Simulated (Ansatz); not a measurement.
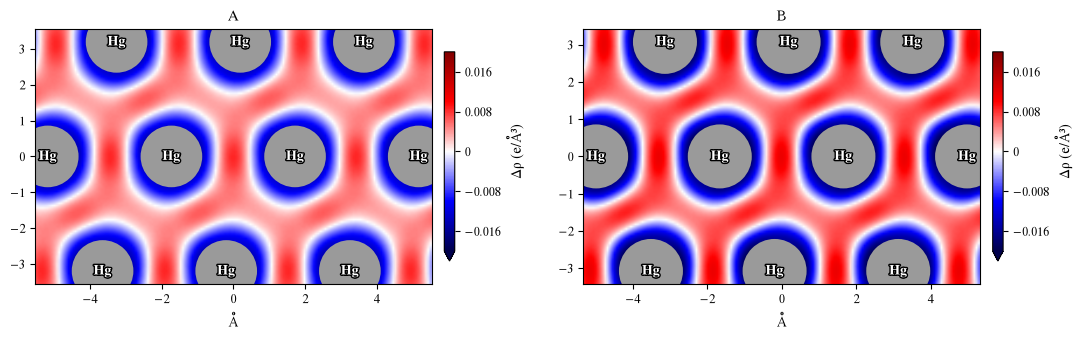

Hg: deformation density on the (001) plane of the conventional cell at two volumes, with the same fractional coordinates and one colour scale. Grey discs cover the cores.

Space group P-1. The cell comes from a database of computed structures, not from a measurement.

All numbers below come from DFT PBE, scalar-relativistic, plane waves, PAW (Ansatz).

Question: How do the two volumes compare, and how does the bonding charge respond?

Answer: A is the larger cell: A has 112 % of the volume of B.
- From B to A, Hg–Hg goes from 3.28 to 3.40 Å, and Δρ at its midpoint from +0.013 to +0.009 e/Å³.
- The pressure is 1.0 GPa in B and −0.1 GPa in A.
- The rearranged charge is 0.10 e an atom in B and 0.08 e in A.

Run times: 100 s (base cell) and 100 s (scaled cell), on 1 thread of Arm Neoverse N1, with other jobs on the host.
